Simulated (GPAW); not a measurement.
# Polarising NbGe2N4 monolayer with a field along the normal

The dipole of the cell at several fields, atoms fixed. What does the strongest field give, and what length does the slope stand for?

Set-up. GPAW 26.7.0, plane waves (500 eV), PAW setups, PBE, 12×12 mesh, a dipole layer in the vacuum; geometry relaxed without an applied field with GPAW. The cell's area is 8.02 Å², and e/ε0 = 180.95 V Å.

What came out, but for one run:

```tsv
field (V/Å)	dipole (e Å)
−0.2	−0.0751
−0.1	−0.0376
−0.05	−0.0188
0.05	0.0188
0.1	0.0375
0.2	0.0751
0.3	?
```

**Question.** What is the dipole at 0.3 V/Å?

Worked answer. A line through the 6 points has the slope α = 0.376 e Å per V/Å and the intercept p₀ = −0.0000 e Å (r.m.s. residual 2.7e−05). At 0.3 V/Å it gives p = −0.0000 + 0.376 × 0.3 = 0.1126 e Å; the run gives 0.1127 e Å, so the response stays linear to 0.0 % of the induced part. Dividing by ε0 and the area: α/(ε0 A) = 0.376 × 180.95 / 8.02 = 8.47 Å, against 7.51 Å between the outer nuclei.

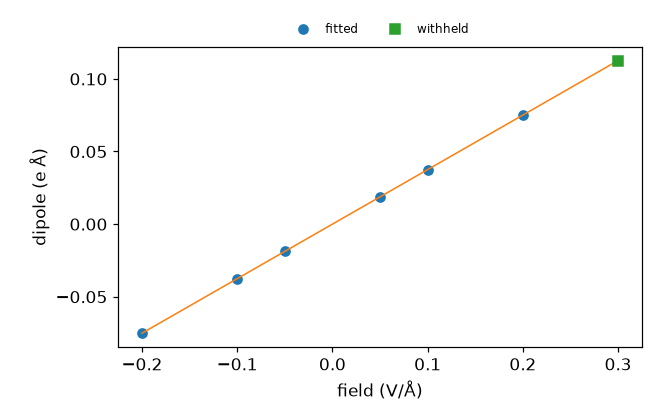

The line and the withheld run.

**Limits.** This is the electronic response alone; ions that move would add to it in polar layers. Spin-polarised runs started from parallel moments; another order may lie lower.

[Logs are printed without paths, hosts, clocks, repeated set-up lines and the standing remarks that a program may print on its own settings, such as how far it seeks lower states.]
